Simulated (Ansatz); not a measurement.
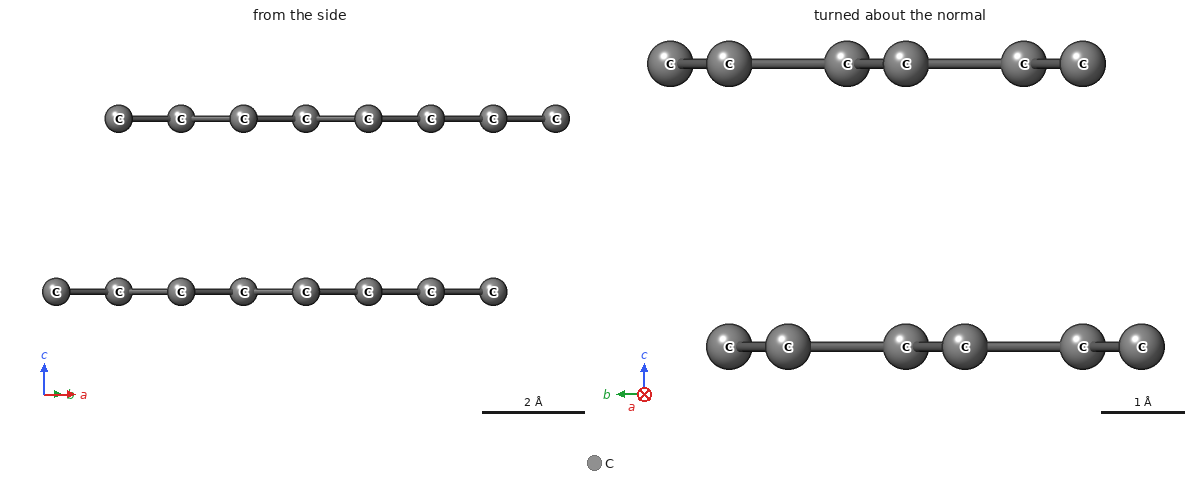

A ball-and-stick picture of a periodic sheet, seen from the side and turned about the normal. The surface normal points up in side views; the vacuum is left out. 3×3 cells are drawn in the plane, with atoms at the edges repeated.

The cell holds 4 C.

**Give the thickness from the bottom atom to the top atom.**

About 3.4 Å from the lowest to the highest atom.

**What is the stacking of atomic planes, top to bottom?**

Two planes: C / C.

**Describe the bonded network.**

The C atoms are each bonded to three C in a trigonal planar arrangement at about 1.4 Å. The bonds build C layers parallel to the surface.

Provenance: a structure listed in the Materials Project, from which a slab or single sheet was cut. The atoms were relaxed in a fixed cell with Ansatz 0.2.0, DFT PBE+D3(BJ), scalar-relativistic, plane waves, PAW.
